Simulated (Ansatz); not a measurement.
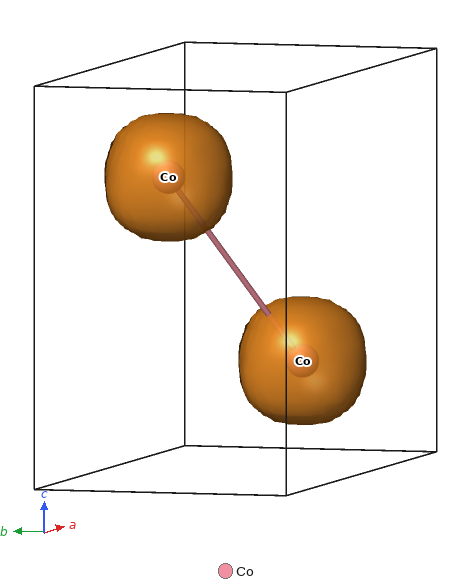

Figure. Co. Isosurface of the spin density (up minus down) at +0.4 e/Å³ (orange), seen at an oblique angle. Sticks mark near contacts.

Space group P-3m1; a structure from a database of computed crystals, not necessarily the ambient phase; spin-polarised.

Computed with DFT r2SCAN, scalar-relativistic, plane waves, PAW (Ansatz).

Q: Where is the spin, and how is it ordered?

A: The spin density sits on Co: +1.9 μB (×2) in one cell of 2 atoms: parallel main moments (a ferromagnetic arrangement) in this solution. The cell of the calculation (2 atoms) carries 3.6 μB of net spin moment.
